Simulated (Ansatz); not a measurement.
**GaSe₃: density, localisation and related maps**

Input

```
crystal:
  lattice:
    - [5.027544843, 0.0, 0.0]
    - [0.0, 5.027544843, 0.0]
    - [0.0, 0.0, 5.027544843]
  atoms:
    - { symbol: Ga, position: [0.5, 0.5, 0.5] }
    - { symbol: Se, position: [0.0, 0.5, 0.5] }
    - { symbol: Se, position: [0.5, 0.0, 0.5] }
    - { symbol: Se, position: [0.5, 0.5, 0.0] }
basis:
  ecutwfc: 420
kpoints:
  mp_grid: { grid: [10, 10, 10] }
hamiltonian:
  xc: pbe
scf:
  occupations: { method: gaussian, width: 0.1 }
output:
  forces: true
  stress: true
  eigenvalues: true
  write_density: true
  write_potential: true
  elf: true
  volumetric_format: npy
relax:
  adjacent_minimum: "off"
  f_tol: 0.01
  max_steps: 80
  cell: { stress_tol: 0.05 }
```

Launched as:

```sh
ansatz run input.yaml --threads 1 --pin off --max-ram 2560MiB --backend cpu --events-out ev --progress --plain --runs-dir out
```

Below, planes, directions and counts refer to the conventional cell (a = 5.04 Å, b = 5.04 Å, c = 5.04 Å, α = 90.00°, β = 90.00°, γ = 90.00°).

The fields are those of the run's last geometry, not of the input's.

Space group Pm-3m; a structure generated by program, which may or may not match a known phase; computed without spin polarisation.

Method: DFT PBE, scalar-relativistic, plane waves, PAW (Ansatz 0.2.0).

The density is the valence pseudo-density of a PAW calculation; it isn't the true density close to the nuclei.

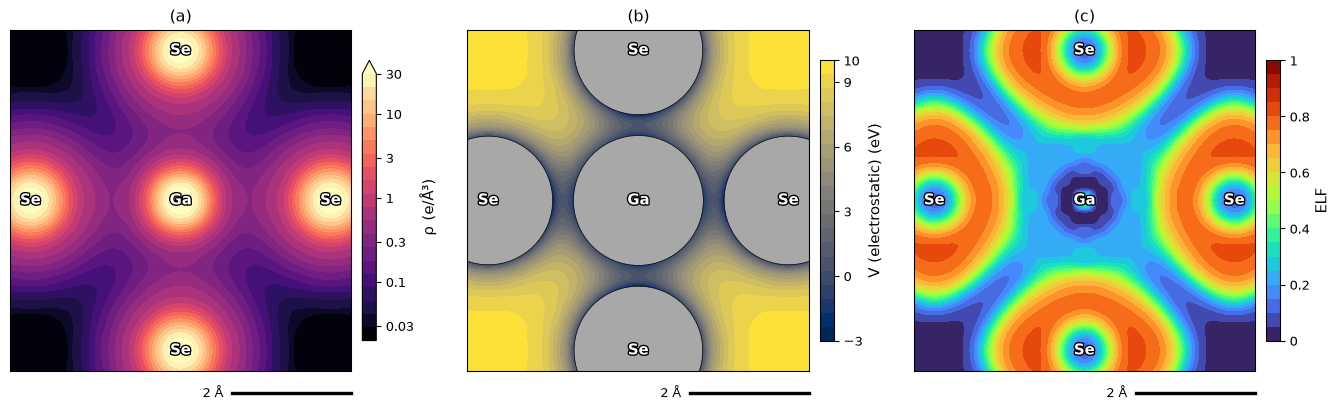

Figure 1. (a) valence charge density (pseudo); (b) electrostatic potential (local pseudopotential plus Hartree) felt by an electron; (c) ELF on the (100) plane of the conventional cell. Grey discs cover the atomic cores in the potential map.

Q: Interpret the plot.

A: The section cuts through Ga and Se sites. Ga–Se (2.52 Å): ρ is about 0.4 e/Å³ halfway; the ELF is about 0.55 at the midpoint. Between the atoms the lowest density in this plane is 0.009 e/Å³. The ELF also peaks beside Se, away from the bonds: lone-pair regions. The features right at Ga lie inside the PAW spheres, where the map follows smoothed inner orbitals and isn't to be read closely. Outside the cores the potential energy rises away from the atoms and is highest about 2.4 Å from the nearest atoms; its zero is arbitrary.

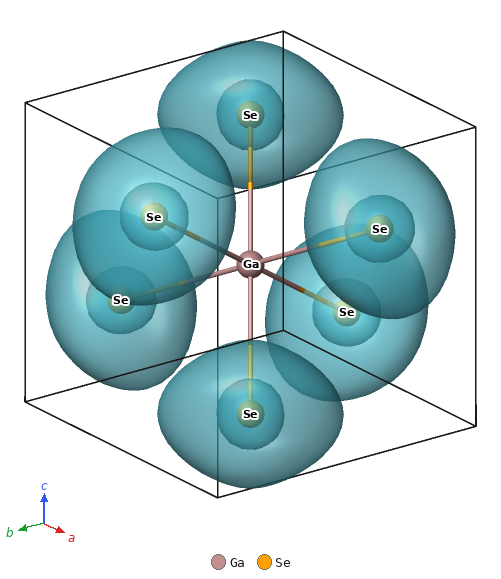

Figure 2. Isosurface of the electron localisation function at 0.65 (cyan), seen at an oblique angle. Core shells and regions of very low density are left out. Sticks mark near contacts.

Q: Describe the localisation domains.

A: The ELF exceeds this value in three regions wrapped around Se (the valence shell of each), counted in one cell of 4 atoms. Regions shared between cells count once.

Q: Does the calculation give a band gap?

A: It is gapless in this calculation (a metal or semimetal).
